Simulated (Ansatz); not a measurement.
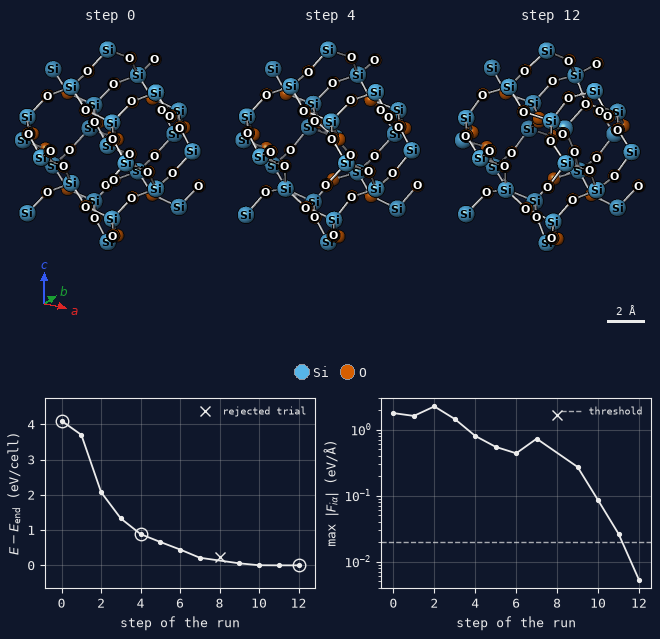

Frames of a relaxation of a defect cell of composition Si₁₈O₃₅ (cell charge +2), marked on the history of the run. The picture is a ball-and-stick view of the atoms within 5.8 Å of the atom that moves most (axes of the cell of the calculation (origin shifted)), seen slightly off an axis.

Level of theory: DFT, PBE, plane-wave PAW, default files, scalar-relativistic, frozen cores in Ansatz 0.2.0. Set-up: plane-wave cutoff 420 eV; k-point mesh 3 × 3 × 2; occupations fermi dirac; smearing width 0.01 eV; no spin polarisation; potentials kind: paw, frozen_core: stored; atoms relaxed in a fixed cell; force threshold 0.02 eV/Å; at most 50 steps.

> What happens along the run?

The atom that moves furthest is a Si atom (1.34 Å roughly along [2 3 2]). By element the largest moves are Si 1.34 Å, O 0.47 Å. The lattice vectors keep their values. Among the contacts that change: Si–Si 3.059 → 4.929 Å, O–Si 3.623 → 1.831 Å, Si–Si 4.387 → 3.077 Å, O–Si 1.613 → 1.794 Å. New bonds form: O–Si (3.62 → 1.83 Å). Among the angles between lasting bonds that change: Si–O–Si 143.6° → 119.4°, Si–O–Si 143.6° → 122.5°, Si–O–Si 143.6° → 123.2°. After 11 accepted moves (12 points after the start) the energy has fallen by 4.099 eV per cell of the calculation. Largest force component: 1.8 eV/Å at the start, 0.0053 eV/Å at the end. The line search rejected the trial step at point 8 of the run. Cost: 6.5 min on 4 threads of Intel(R) Xeon(R) Platinum 8375C CPU @ 2.90GHz (Ice Lake) (shared host), peak memory 3.4 GiB. From step 0 to 4: a Si atom moves most (0.61 Å), energy −3.213 eV per cell of the calculation. From step 4 to 12: a Si atom moves most (0.74 Å), energy −0.886 eV per cell of the calculation.

Limits of the set-up: the cell is charged, on a uniform background, and energies carry no finite-size correction.
